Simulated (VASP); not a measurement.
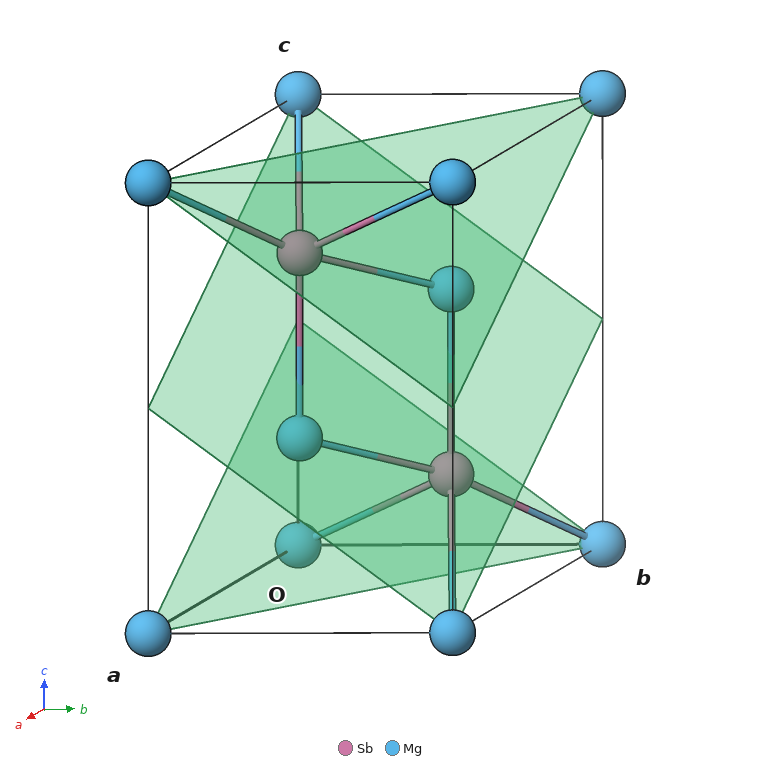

For Mg₃Sb₂, the end point of a relaxation with VASP Kohn-Sham DFT of a periodic cell, PBEsol with D3(BJ), VASP PAW PBE potentials, recommended in VASP: every member of one family of equally spaced planes, hx + ky + lz = a whole number, that cuts the unit cell is shaded (one member passes through the origin O, touching the cell only at an edge or corner). All values are computed from the atomic coordinates in the standard setting (tolerance 0.002 Å).

a = 4.491 Å, b = 4.491 Å, c = 7.053 Å, α = 90.00°, β = 90.00°, γ = 120.00°.

Q: Index the planes.

A: (1 1 2), in four indices (1 1 −2 2); the opposite sign names the same planes. The member next to the origin meets the axes a at 1, b at 1, c at 1/2.

Q: What is the spacing?

A: d = 1.894 Å.

Q: Which atoms of the cell lie in these planes (within 0.03 Å)?

A: 1 of the 3 Mg.
